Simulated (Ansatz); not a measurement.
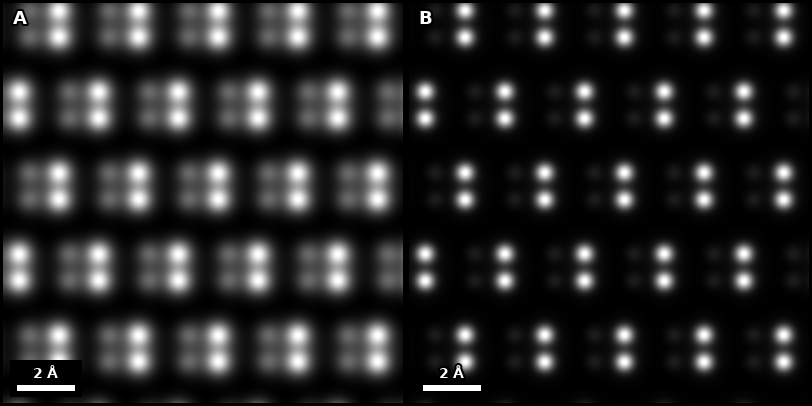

Two simulated images of the same area of ZnO (P6_3mc, No. 186) along [101], with a probe of 0.50 Å. One is incoherent Z contrast (Z^1.7 per atom), the other the projected potential of neutral atoms blurred by the probe (iDPC-like, thin sample). Brightness is counted from the darkest point of the image. Atomic positions: the end point of a relaxation with DFT PBE, scalar-relativistic, plane waves, PAW (Ansatz).

> Which panel is which, and how can one tell?

B is the Z-contrast image and A the potential image. The columns of 1 O per repeat reach about 11 % of the brightest peak (1 Zn) in B but about 40 % in A, mainly since the potential grows much more slowly with atomic number.
